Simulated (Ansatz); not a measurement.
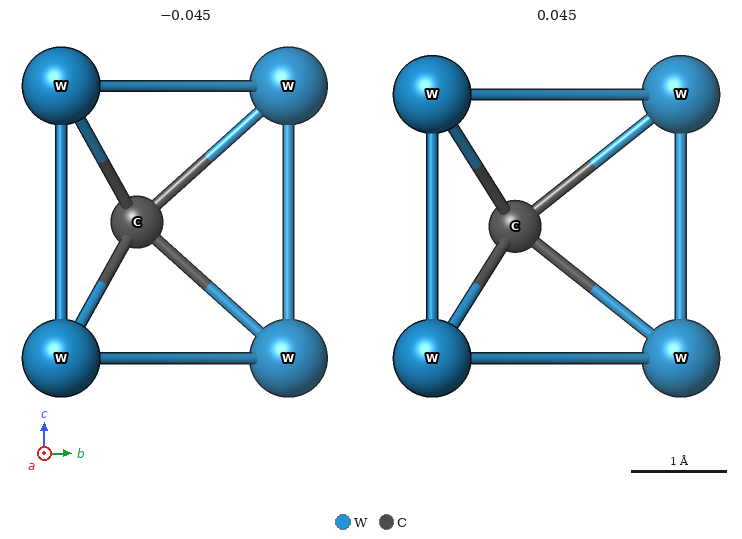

Crystalline WC (set up in P-6m2), under biaxial strain in the a–b plane (c relaxed, atoms fixed by symmetry), with energies (extrapolated to zero smearing) counted from the relaxed crystal, which is the row at zero. The picture shows the first and the last member. The picture is a ball-and-stick view of the cell of the calculation, seen along the a axis.

Computed with Ansatz 0.2.0: DFT r2SCAN, scalar-relativistic, plane waves, PAW. Set-up: plane-wave cutoff 500 eV; k-point mesh 24 × 24 × 18; occupations gaussian; smearing width 0.1 eV; no spin polarisation; force threshold 0.008 eV/Å.

```
strain  energy (meV/atom)  a (Å)  c (Å)
−0.045             134.96  2.781  2.886
 −0.03              57.88  2.825  2.868
−0.015              14.01  2.868  2.851
   0.0               0.00  2.912  2.836
 0.015                  ?      ?      ?
  0.03              49.18  2.999  2.808
 0.045             107.14  3.043  2.796
```

### Fill in the missing row.

A parabola through three neighbouring rows (−0.015, 0.0, 0.03) gives, with Lagrange weights, (−0.3333)(14.01) + (1.0000)(0.00) + (0.3333)(49.18) = 11.72 meV/atom. The calculation gives 12.58 meV/atom (a = 2.956 Å, c = 2.821 Å). The estimate is 0.86 meV/atom too low. From the first member to the last: W–W 2.781 → 3.043 Å, W–W 2.886 → 2.796 Å, C–W 2.159 → 2.245 Å.

The whole series:

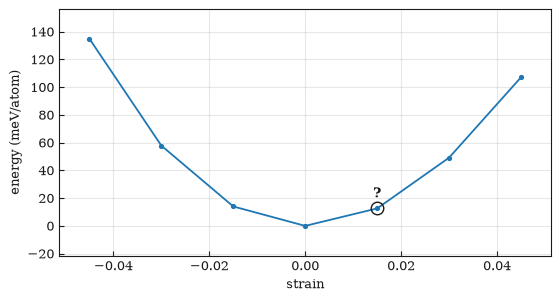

Each member starts from this one structure; whether another phase lies lower wasn't checked.
